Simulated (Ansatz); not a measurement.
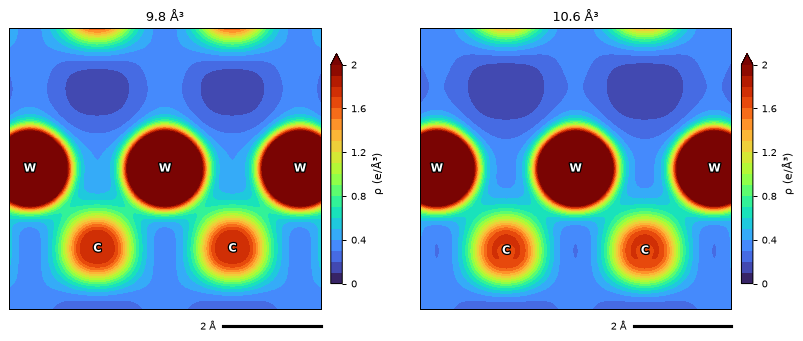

WC. The valence charge density (pseudo) of cells scaled evenly to different volumes (given per atom above each panel), on the (110) plane of each (indices in the axes of the cell below), at one length scale and on one colour scale.

Level of theory: Kohn-Sham DFT of a periodic cell, wPBEh, Ansatz PAW in Ansatz.

In a PAW calculation such maps are meaningful between the atoms, not at the nuclei.

The largest cell:

```
CELL_PARAMETERS angstrom
2.92575 0.00000 0.00000
-1.46287 2.53377 0.00000
0.00000 0.00000 2.85539
ATOMIC_POSITIONS crystal
W 0.00000 0.00000 0.00000
C 0.66667 0.33333 0.50000
```

| volume (Å³/atom) | W–C contact in the plane (Å) | ρ at its midpoint (e/Å³) | pressure (GPa) | 
| --- | --- | --- | --- |
| 9.75 | 2.152 | 0.729 | 28.5 | 
| 10.38 | 2.197 | ? | ? | 
| 10.58 | 2.212 | 0.649 | −8.9 | 

Question: Estimate the missing row, and compare with the calculation.

Answer: Over the known rows ln ρ falls by 1.94 per Å of W–C distance (the line through the two), which gives 0.668 e/Å³ at 2.197 Å; the calculation gives 0.667 e/Å³. For the pressure, a straight line in volume between the neighbouring rows gives 0.1 GPa; the calculation gives −1.0, lower because pressure rises ever faster on compression.
